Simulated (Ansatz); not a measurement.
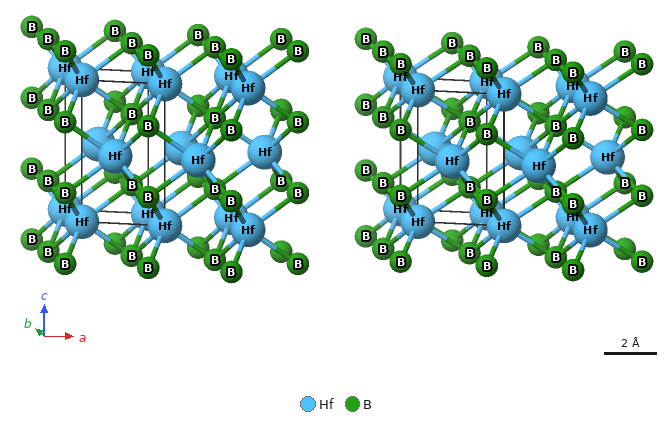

Two geometries of solid HfB (a generated structure, set up in P6_3/mmc), drawn at one scale. One is the start of a relaxation, the other its converged end. A ball-and-stick model of the cell of the calculation, repeated 2 × 1 × 1 with one cell outlined, seen slightly off an axis.

Level of theory: DFT PBE, scalar-relativistic, plane waves, PAW (Ansatz). (plane-wave cutoff 420 eV; k-point mesh 12 × 12 × 6; occupations gaussian; smearing width 0.1 eV; no spin polarisation; cell and atoms relaxed; force threshold 0.01 eV/Å; at most 45 steps)

Q: Which one is relaxed?

A: The right one is the relaxed one. Case: stacking AB. No atom moves by more than 0.005 Å relative to the cell. The drawn cell changes at constant volume: a = b 3.422 → 3.551 Å (+3.8 %), c 5.568 → 5.171 Å (−7.1 %). Among the contacts that change: Hf–Hf 3.422 → 3.551 Å, Hf–Hf 3.414 → 3.299 Å, B–Hf 2.417 → 2.424 Å. Bond angles that change, for instance: B–Hf–B 70.3° → 64.5°, Hf–B–Hf 90.1° → 94.2°, B–Hf–B 90.1° → 94.2°. The space group stays P6_3/mmc (No. 194). The energy falls by 44.3 meV per atom in 4 accepted moves (5 points after the start). All forces vanish by symmetry, so only the cell relaxes. Pressure: −0.34 GPa at the start and 0.02 GPa at the end. The SCF was repeated once at an unchanged geometry on a basis and grid sized afresh for the cell, which shifted the energy by 0.3 meV per atom at most.
